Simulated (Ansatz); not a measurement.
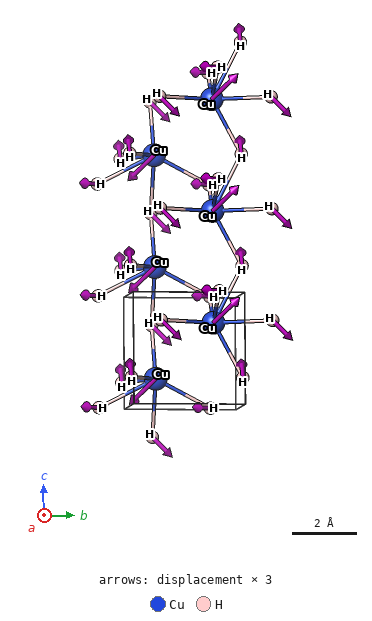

This is a relaxation of crystalline Cu₂H₃ (a generated structure, set up in R32) (coarse preliminary run). The starting structure is drawn; purple arrows show the displacements (the part carried along by the change of the cell is left out), 3 times their true length.

The picture is a ball-and-stick view of the cell of the calculation, repeated 1 × 1 × 3 with one cell outlined, seen from a free direction.

The calculation used DFT PBE, scalar-relativistic, plane waves, PAW in Ansatz 0.2.0. Settings: plane-wave cutoff 420 eV; k-point mesh 6 × 6 × 6; occupations gaussian; smearing width 0.1 eV; no spin polarisation; cell and atoms relaxed; force threshold 0.04 eV/Å; at most 70 steps.

### Which element moves most?

Copper: up to 0.45 Å, against 0.30 Å for hydrogen.

### Describe the change and its energy.

Over 5 accepted moves (7 points after the start) the energy falls by 258 meV per atom. The largest force component goes from 0.73 to 0.0062 eV/Å. Pressure: −12.84 GPa at the start and −0.01 GPa at the end. The SCF was repeated twice at an unchanged geometry on a basis and grid sized afresh for the cell, which shifted the energy by 0.3 meV per atom at most. The largest moves relative to the cell, 0.45 Å, are those of Cu atoms. Largest moves by element: Cu 0.45 Å, H 0.30 Å. The drawn cell changes as follows: a = b = c 3.500 → 3.391 Å (−3.1 %), α 90.4° → 81.4°, β 90.4° → 81.4°, γ 90.4° → 81.4°; the volume changes by −11.8 %. Near-neighbour distances that change, for instance: Cu–Cu 3.129 → 2.586 Å, Cu–Cu 3.080 → 2.578 Å, Cu–H 1.948 → 1.776 Å, Cu–H 1.997 → 1.912 Å. Among the angles between lasting bonds that change: Cu–H–Cu 100.8° → 126.3°, H–Cu–H 115.0° → 94.7°, H–Cu–H 112.1° → 130.5°. The space group stays R32 (No. 155).
